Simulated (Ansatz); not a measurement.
# How much does Al in Cu(100), 2x2 scatter?, part 3 of 3

Wanted: the reflection from a plane of defects, Al in Cu(100), 2x2, and the resistivity it implies.

Ansatz 0.2.0; Ansatz plane-wave DFT, PBE, PAW files; ballistic transport by layer matching (Landauer), zero bias; PAW set soft_1 (the session's first sound run).

So far, resistivity per at.% scaled from this dense plane, with the factor 3/4 for isotropic scattering (µΩ cm): step 3 (resistance at ideal sites) 2.01.

### 5. Transmission after relaxation, relaxed yes

The transmission is solved again on the relaxed atoms.

This step: Ansatz plane-wave DFT, PBE, PAW files; ballistic transport by layer matching (Landauer), zero bias; PAW set soft_1 (Ansatz 0.2.0).

The input, input.yaml:

```yaml
crystal:
  lattice:
    - [5.1123254594, 0.0, 0.0]
    - [0.0, 5.1123254594, 0.0]
    - [0.0, 0.0, 25.30472]
  atoms:
    - { symbol: Cu, position: [0.0, 0.0, 0.0357142857] }
    - { symbol: Cu, position: [0.0, 0.5, 0.0357142857] }
    - { symbol: Cu, position: [0.5, 0.0, 0.0357142857] }
    - { symbol: Cu, position: [0.5, 0.5, 0.0357142857] }
    - { symbol: Cu, position: [0.25, 0.25, 0.1071428571] }
    - { symbol: Cu, position: [0.25, 0.75, 0.1071428571] }
    - { symbol: Cu, position: [0.75, 0.25, 0.1071428571] }
    - { symbol: Cu, position: [0.75, 0.75, 0.1071428571] }
    - { symbol: Cu, position: [0.0, 0.0, 0.1785714286] }
    - { symbol: Cu, position: [0.0, 0.5, 0.1785714286] }
    - { symbol: Cu, position: [0.5, 0.0, 0.1785714286] }
    - { symbol: Cu, position: [0.5, 0.5, 0.1785714286] }
    - { symbol: Cu, position: [0.25, 0.25, 0.25] }
    - { symbol: Cu, position: [0.25, 0.75, 0.25] }
    - { symbol: Cu, position: [0.75, 0.25, 0.25] }
    - { symbol: Cu, position: [0.75, 0.75, 0.25] }
    - { symbol: Cu, position: [1.55752e-05, 1.55752e-05, 0.3210044582] }
    - { symbol: Cu, position: [1.55752e-05, 0.4999844248, 0.3210044582] }
    - { symbol: Cu, position: [0.4999844248, 1.55752e-05, 0.3210044582] }
    - { symbol: Cu, position: [0.4999844248, 0.4999844248, 0.3210044582] }
    - { symbol: Cu, position: [0.25, 0.25, 0.3917807593] }
    - { symbol: Cu, position: [0.25, 0.75, 0.392161061] }
    - { symbol: Cu, position: [0.75, 0.25, 0.392161061] }
    - { symbol: Cu, position: [0.75, 0.75, 0.3918488398] }
    - { symbol: Cu, position: [-0.0003129735, -0.0003129735, 0.4632921914] }
    - { symbol: Cu, position: [-0.0003129735, 0.5003129735, 0.4632921914] }
    - { symbol: Cu, position: [0.5003129735, -0.0003129735, 0.4632921914] }
    - { symbol: Cu, position: [0.5003129735, 0.5003129735, 0.4632921914] }
    - { symbol: Al, position: [0.25, 0.25, 0.5355081507] }
    - { symbol: Cu, position: [0.25, 0.75, 0.535508515] }
    - { symbol: Cu, position: [0.75, 0.25, 0.535508515] }
    - { symbol: Cu, position: [0.75, 0.75, 0.5355092025] }
    - { symbol: Cu, position: [-0.0003100527, -0.0003100527, 0.6077251052] }
    - { symbol: Cu, position: [-0.0003100527, 0.5003100527, 0.6077251052] }
    - { symbol: Cu, position: [0.5003100527, -0.0003100527, 0.6077251052] }
    - { symbol: Cu, position: [0.5003100527, 0.5003100527, 0.6077251052] }
    - { symbol: Cu, position: [0.25, 0.25, 0.6792438631] }
    - { symbol: Cu, position: [0.25, 0.75, 0.6788602637] }
    - { symbol: Cu, position: [0.75, 0.25, 0.6788602637] }
    - { symbol: Cu, position: [0.75, 0.75, 0.679169394] }
    - { symbol: Cu, position: [0.0, 0.0, 0.75] }
    - { symbol: Cu, position: [0.0, 0.5, 0.75] }
    - { symbol: Cu, position: [0.5, 0.0, 0.75] }
    - { symbol: Cu, position: [0.5, 0.5, 0.75] }
    - { symbol: Cu, position: [0.25, 0.25, 0.8214285714] }
    - { symbol: Cu, position: [0.25, 0.75, 0.8214285714] }
    - { symbol: Cu, position: [0.75, 0.25, 0.8214285714] }
    - { symbol: Cu, position: [0.75, 0.75, 0.8214285714] }
    - { symbol: Cu, position: [0.0, 0.0, 0.8928571429] }
    - { symbol: Cu, position: [0.0, 0.5, 0.8928571429] }
    - { symbol: Cu, position: [0.5, 0.0, 0.8928571429] }
    - { symbol: Cu, position: [0.5, 0.5, 0.8928571429] }
    - { symbol: Cu, position: [0.25, 0.25, 0.9642857143] }
    - { symbol: Cu, position: [0.25, 0.75, 0.9642857143] }
    - { symbol: Cu, position: [0.75, 0.25, 0.9642857143] }
    - { symbol: Cu, position: [0.75, 0.75, 0.9642857143] }
kpoints:
  mp_grid: { grid: [4, 4, 1] }
hamiltonian:
  xc: pbe
  pseudopotentials: { kind: paw, azcp: { folder: soft_1 } }
scf:
  occupations: { method: fermi_dirac, width: 0.1 }
output:
  transmission: { leads: [[0, 4]], kmesh: [8, 8], e_range: [-0.05, 0.05], de: 0.05 }
  write_potential: true
  write_density: true
  volumetric_format: npy
```

Run with:

```console
> ansatz run input.yaml --threads 4 --pin off --max-ram 15360MiB --backend cpu --events-out ev --progress --plain --runs-dir out
```

Numbers of over 12 decimals in the logs are rounded to 6 here.

The program printed:

```text
[...]
Crystal: 56 atoms, lattice volume = 661.361 Å³
Basis set: ecut = 420 eV, 12885 PW (Γ)
Bands: 629, of which v1, the nominal top of the filled ones, is band 524 counted from 1 (523 counted from 0)
Symmetry: 8 space group operations
[...]
k-points: 6 of 16
[...]
SCF iter   1: F=—  HF=-364979.232416 eV  |F-HF|=—  |Δ(HF+E_count)|=         —  Δρ=2.80e-1  dr2=6.81e2  ethr=3.10e-3  ⟨swp⟩=4.5  Hψ=11522  notcnv=0  defer=8
[...]
SCF iter  16: F=-364923.147531 eV  HF=-364923.147531 eV  |F-HF|=6.19e-8  |Δ(HF+E_count)|=   1.25e-8  Δρ=2.60e-6  dr2=5.85e-8  ethr=9.54e-12  ⟨swp⟩=6.0  Hψ=14202  notcnv=0
SCF 1 converged in 16 iterations: F = -364923.147531 eV  dr2 = 5.85e-8
[...]
transmission: 62 of 585 steps passed
transmission: 120 of 585 steps passed
[...]
transmission: 585 of 585 steps passed
SCF converged after 16 iterations
Free energy (F): -364923.147531 eV
[...]
Internal energy: -364922.368909 eV  (E = F + TS)
E sigma→0 (E₀):  -364922.758220 eV
Entropy (-TS):   -0.778622 eV (-13.904 meV/atom)
Fermi energy:    16.320544 eV
[...]
--- Band table (eV; the first three rows and the last of 6) ---
  k-point 0: bands = [... 520 lower, 15.7702, 15.7863, 15.8625, 15.8716, 15.8869, 15.8869, 15.9412, 15.9442, ... 101 higher]
  k-point 1: bands = [... 520 lower, 16.1397, 16.1914, 16.1989, 16.2465, 16.2627, 16.3772, 16.3773, 16.4513, ... 101 higher]
  k-point 2: bands = [... 520 lower, 16.6037, 16.6229, 16.6428, 16.6513, 16.7147, 16.7197, 16.7324, 16.7402, ... 101 higher]
  k-point 5: bands = [... 520 lower, 15.5031, 15.5031, 15.5270, 16.3866, 16.4160, 16.4160, 16.4215, 16.4582, ... 101 higher]
--- Transmission ---
  basis      : 225 plane waves across, 39 finite elements along
  points     : 15, standing for a mesh of 8 x 8
[...]
channels       : 3.703125e0 a spin
[...]
junction   : crystal 0 to crystal 0, 1.11 to 24.61 Å
    transmission   : 3.290729e0 a spin
[...]
```

It took 5.6 min on 4 threads of Arm Neoverse V1, shared host; peak memory 6.6 GiB; 22 min of CPU time.

Numbers from this step:

```yaml
free_energy: -364923.1475 eV
energy_at_zero_smearing: -364922.7582 eV
transmission_per_spin_nearest_the_fermi_level: 3.291
open_channels_per_spin_nearest_the_fermi_level: 3.703
step_of_the_lead_s_potential: 0.7 meV
```

Per spin. Table of transmission, zone mean by energy, zero at the Fermi level:

```tsv
energy (eV)	transmission, zone mean
-0.0500	3.27
0.0000	3.29
0.0500	3.29
```

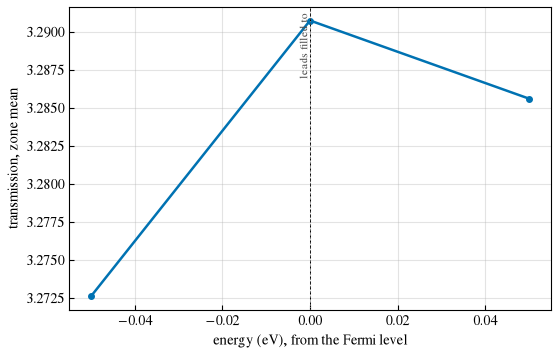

Transmission, zone mean against energy.

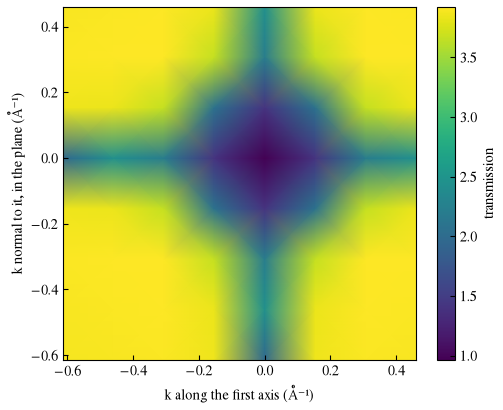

Transmission over k1 and k2. At 0.0000 eV from the Fermi level.

Over the solved energies the transmission per spin lies between 3.27 and 3.29, out of 3.70 channels of the lead on average (up to 3.70).

### 6. Resistance after relaxation

This step: Ansatz plane-wave DFT, PBE, PAW files; ballistic transport by layer matching (Landauer), zero bias; area resistance of the defect plane and resistivity an atomic per cent; PAW set soft_1 (Ansatz 0.2.0).

Numbers from this step:

```yaml
area_resistance: 0.1166 fΩ m²
t_over_the_leads_mean_channel_count: 0.8865
resistivity_per_at_scaled_from_this_dense_plane_with_the_factor_3_over_4_for_isotropic_scattering: 1.935 µΩ cm
```

Averaged over the energies near the Fermi level, 88.7 % of the channels pass, which makes 0.117 fΩ m², against 0.121 on ideal sites.

### 7. Summary of results

| Quantity | Value |
| --- | --- |
| share of channels that pass, rigid | 0.885 |
| area resistance, rigid | 0.121 fΩ m² |
| resistivity per at.% from the area resistance, times 3/4, rigid | 2.01 µΩ cm |
| share of channels that pass, relaxed | 0.887 |
| area resistance, relaxed | 0.117 fΩ m² |
| resistivity per at.% from the area resistance, times 3/4, relaxed | 1.93 µΩ cm |

**Reading.** The plane of defects adds 0.12 fΩ m². Scaled to one atomic per cent that is 2.6 µΩ cm as it stands and 1.9 with the factor 3/4 for isotropic scattering on a spherical Fermi surface. These are rough estimates of the dilute value, not bounds. One Al in each 2x2 cell reflects 11 % of the lead's channels. The relaxed cell differs by -3.5 % in resistance; between the two runs the lead's own channel count goes from 3.62 to 3.70, so sampling may have a part in it. The defects form a dense periodic sheet that scatters coherently, unlike a dilute random alloy. T and N are means over the solved energies nearest the Fermi level.

[Logs are printed without paths, hosts, clocks, repeated set-up lines and the standing remarks that a program may print on its own settings, such as how far it seeks lower states.]

[Hosts, paths, dates, database ids (printed as entryN), source tags and the programs' standing remarks are cut or masked in the printed files.]
